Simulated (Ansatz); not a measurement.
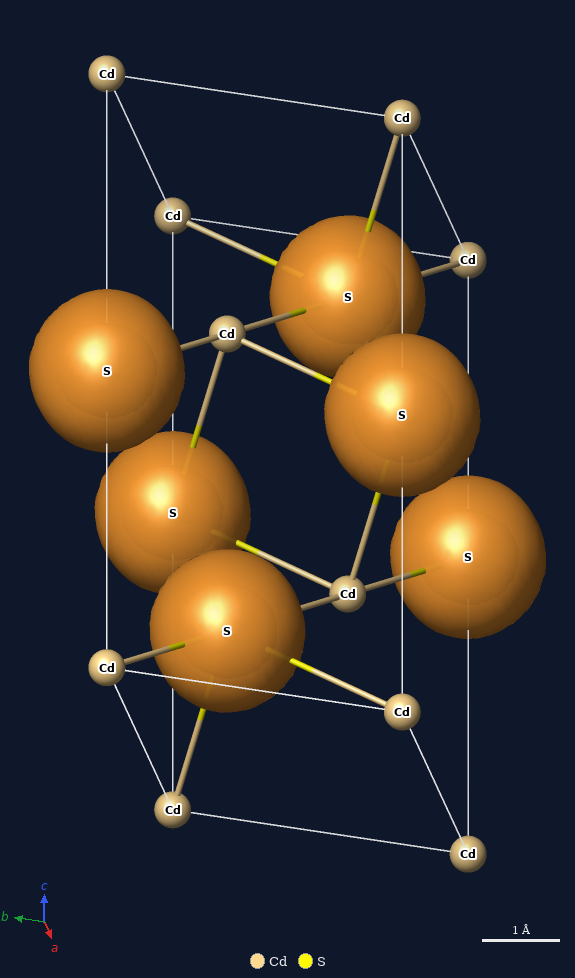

Figure. CdS. Isosurface of the electron localisation function at 0.8 (orange), seen at an oblique angle. Core shells and regions of very low density are left out. Sticks mark near contacts.

Space group R-3m; a structure from a database of computed crystals, not necessarily the ambient phase; changed on purpose from its base cell (strained and moved within a subgroup); computed pressure about −5 GPa in this cell.

These are results of DFT PBEsol, scalar-relativistic, plane waves, PAW in Ansatz 0.2.0, not measurements.

Identify the bonds, lone pairs and shells in this picture.

The ELF exceeds this value in three regions wrapped around S (the valence shell of each), counted in one cell of 6 atoms. Any copies at cell faces, edges or corners count once.

Values along the shortest contacts:
Cd–S (2.76 Å): the ELF peaks at about 0.85 in the valence shell of S, 0.8 Å from its nucleus, and drops to about 0.15 between the two atoms.
